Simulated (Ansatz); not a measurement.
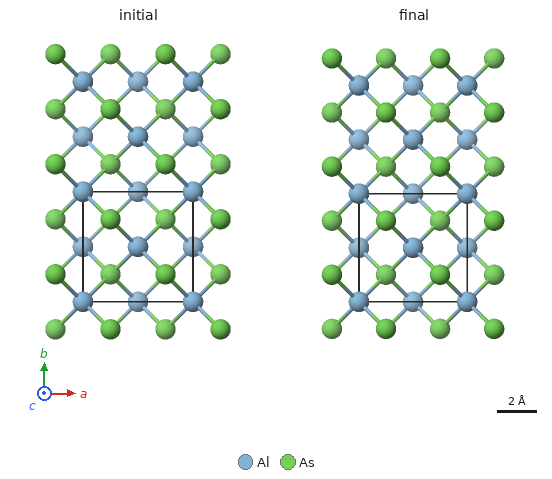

The structure of a crystal of AlAs (built on the zincblende type) before (left) and after (right) a relaxation, at one scale.

A ball-and-stick model of the conventional cell (4 times the calculation's cell), repeated 1 × 2 × 1 with one cell outlined, seen along the c axis. Lengths and directions refer to the drawn axes.

Computed with Ansatz, DFT, LDA, plane waves, PAW.

The input:
```yaml
crystal:
  lattice:
    - [0.0, 2.8641573724, 2.8641573724]
    - [2.8641573724, 0.0, 2.8641573724]
    - [2.8641573724, 2.8641573724, 0.0]
  atoms:
    - { symbol: Al, position: [0.0, 0.0, 0.0] }
    - { symbol: As, position: [0.25, 0.25, 0.25] }
kpoints:
  mp_grid: { grid: [8, 8, 8] }
hamiltonian:
  xc: lda
scf:
  occupations: { method: fermi_dirac, width: 0.02 }
relax:
  f_tol: 0.005
  cell: {}
```

Launched with:
```bash
ansatz run input.yaml --threads 4 --pin off --max-ram 7372MiB --backend cpu --events-out ev --progress --plain --runs-dir out
```

### Describe what moved and what it gained.

The atoms keep their places relative to the cell (all moves are under 0.005 Å). The volume changes by −5.1 %, with a = b = c 5.728 → 5.629 Å (−1.7 %). Some distances before and after: Al1–As2 2.480 → 2.437 Å. The space group stays F-43m (No. 216). Over 2 accepted moves (3 points after the start) the energy falls by 13.9 meV per atom. All forces vanish by symmetry, so only the cell relaxes. The pressure goes from −3.54 to 0.02 GPa. The SCF was repeated once at an unchanged geometry on a basis and grid sized afresh for the cell, which shifted the energy by 0.2 meV per atom at most.
